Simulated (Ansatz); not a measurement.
System: TiAl3.

The calculation's input:

```
crystal:
  lattice:
    - [3.8891196379, 0.0, 0.0]
    - [0.0, 3.8891196379, 0.0]
    - [0.0, 0.0, 3.9483448101]
  atoms:
    - { symbol: Ti, position: [0.0, 0.0, 0.0] }
    - { symbol: Al, position: [0.5, 0.5, 0.0] }
    - { symbol: Al, position: [0.5, 0.0, 0.5] }
    - { symbol: Al, position: [0.0, 0.5, 0.5] }
basis:
  ecutwfc: 420
kpoints:
  mp_grid: { grid: [12, 12, 12] }
hamiltonian:
  xc: pbesol
scf:
  occupations: { method: gaussian, width: 0.15 }
output:
  forces: true
  stress: true
  eigenvalues: true
  write_density: true
  write_potential: true
  elf: true
  volumetric_format: npy
```

Run with:

```sh
ansatz run input.yaml --threads 2 --pin off --max-ram 5120MiB --backend cpu --events-out ev --progress --plain --runs-dir out
```

Below, planes, directions and counts refer to the conventional cell (a = 3.89 Å, b = 3.89 Å, c = 3.95 Å, α = 90.00°, β = 90.00°, γ = 90.00°).

Space group P4/mmm; a structure from a database of computed crystals, not necessarily the ambient phase; changed on purpose from its base cell (strain -0.015 along x and y, +0.000 along z, atoms carried along); computed pressure about 4 GPa in this cell; computed without spin polarisation.

These are results of Ansatz 0.2.0, DFT PBEsol, scalar-relativistic, plane waves, PAW, not measurements.

> Predict the valence pseudo-density and electron localisation function between the atoms.

Ti–Al (2.75 Å): ρ at the midpoint is about 0.23 e/Å³; the ELF is about 0.35 at the midpoint.
Al–Al (2.75 Å): the density is about 0.24 e/Å³ at the midpoint; the ELF peaks at about 0.70 between the atoms.

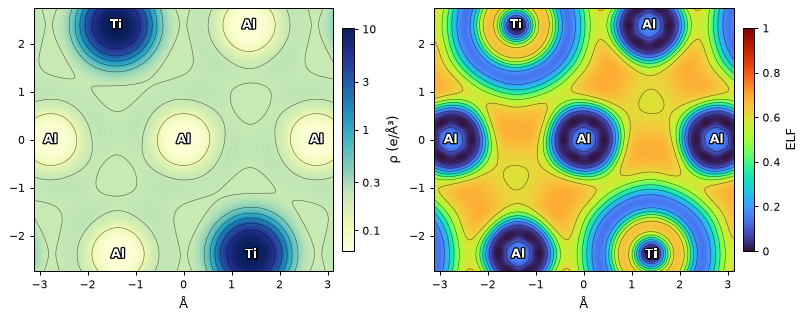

Computed valence pseudo-density and electron localisation function on the (111) plane of the conventional cell, in this order. 

In a PAW calculation such maps are meaningful between the atoms, not at the nuclei.
